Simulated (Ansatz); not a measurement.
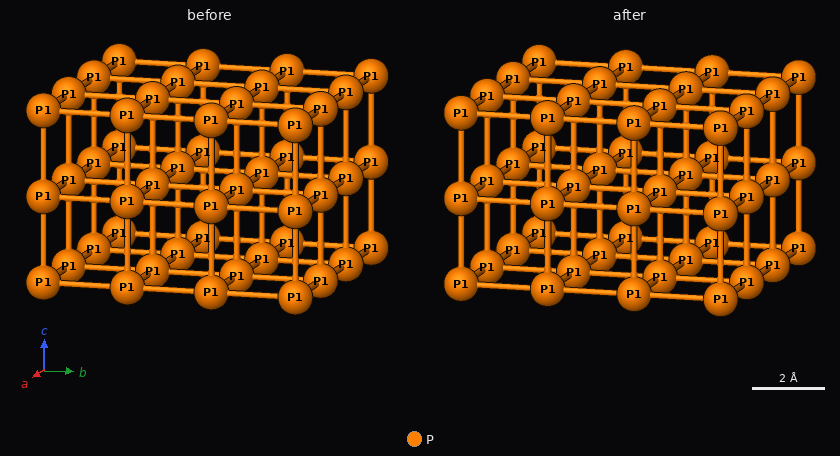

Left: crystalline P (set up in Pm-3m). Right: the same structure after one change, at the same scale. The picture is a ball-and-stick view of the cell of the calculation, repeated 3 × 3 × 2 with one cell outlined, seen slightly off an axis.

Method: DFT r2SCAN, scalar-relativistic, plane waves, PAW (Ansatz). (plane-wave cutoff 500 eV; k-point mesh 22 × 22 × 22; occupations gaussian; smearing width 0.1 eV; no spin polarisation)

Which change leads from the left to the right?

Answer. Biaxial strain in the a–b plane, +3.0 %, is applied. The c axis and the atoms are relaxed.

What does the change do?

Answer. The volume changes by +5.5 %, with a = b 2.437 → 2.510 Å (+3.0 %), c 2.437 → 2.424 Å (−0.5 %). No atom moves by more than 0.005 Å relative to the cell. Near-neighbour distances before and after: P–P 2.437 → 2.424 to 2.510 Å. The space group (tolerance 0.01 Å) goes from Pm-3m (No. 221) to P4/mmm (No. 123). It costs 26.5 meV per atom. The pressure goes from −0.2 to −5.7 GPa. The principal stresses (compression positive) are 0.0 GPa along c and −8.5 GPa across it.
